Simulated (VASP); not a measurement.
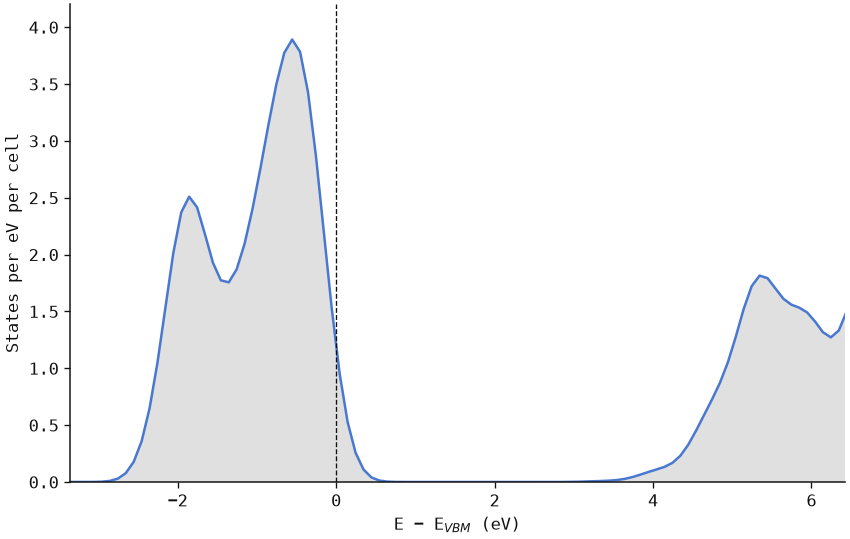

Density of states. Energies are counted from the top of the valence band. The DOS curve is built from the levels of the k mesh with Gaussians 0.55 eV wide, which also blur the band edges; ripples of that width can come from the mesh.

Structure: rocksalt NaI, space group Fm-3m, 2 atoms in the primitive cell; cubic a = 6.409 Å.

VASP 6.6.1; LDA, VASP PAW LDA potentials, release 64 (Na_pv, I), no spin polarisation, no spin-orbit coupling, 8×8×8 k mesh, 520 eV cutoff.

Question: Metal or insulator, going by the density of states?

Answer: There is a gap; over the k points computed it is 3.42 eV (direct to within 0.02 eV).

Question: Where is the tallest peak of the filled states in the window?

Answer: Within the window shown, the tallest peak of the filled states lies 0.6 eV under the valence-band top, at about 3.9 states per eV and cell.

Spin-orbit coupling is left out, which matters for I. LDA, GGA and most meta-GGA functionals understate gaps. The cell was derived from a database entry in an earlier step, so it needn't be the measured one.
